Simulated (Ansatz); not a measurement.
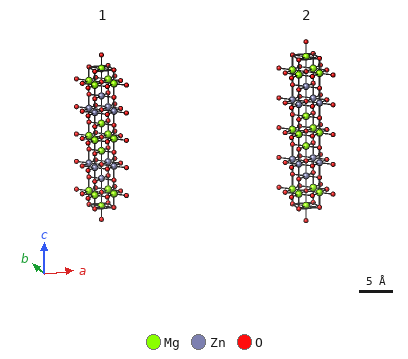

Two geometries of solid Mg3Zn2O5 (a generated structure, set up in I4/mmm) (coarse preliminary run), drawn at one scale. One is the start of a relaxation, the other its converged end. Style: ball-and-stick. Shown: the conventional cell (2 times the calculation's cell), slightly off an axis. Lengths and directions refer to the drawn axes.

All numbers below come from DFT PBE, scalar-relativistic, plane waves, PAW in Ansatz 0.2.0. (plane-wave cutoff 420 eV; k-point mesh 8 × 8 × 8; occupations gaussian; smearing width 0.1 eV; no spin polarisation; cell and atoms relaxed; force threshold 0.04 eV/Å; at most 70 steps)

### Which of the two is the end point?

Structure 1 is the relaxed one. The largest moves relative to the cell, 0.034 Å, are those of O atoms. By element the largest moves are O 0.034 Å, Mg 0.009 Å, Zn 0.007 Å. Cell: a = b 3.288 → 3.031 Å (−7.8 %), c 23.247 → 21.441 Å (−7.8 %). Volume −21.6 %. Some distances before and after: Mg–O 2.325 → 2.110 Å, Mg–O 2.325 → 2.135 Å, O–Zn 2.325 → 2.143 Å, O–Zn 2.325 → 2.171 Å. The space group stays I4/mmm (No. 139). The energy falls by 237 meV per atom in 6 accepted moves (8 points after the start). Largest force component: 0.23 eV/Å at the start, 0.0013 eV/Å at the end. The pressure goes from −22.51 to −0.01 GPa. The SCF was repeated twice at an unchanged geometry on a basis and grid sized afresh for the cell, which shifted the energy by 3.5 meV per atom at most. Cost: 110 s on 4 threads of Intel(R) Xeon(R) Processor @ 2.50GHz (Skylake/Cascade Lake), on a shared host, peak memory 0.68 GiB.
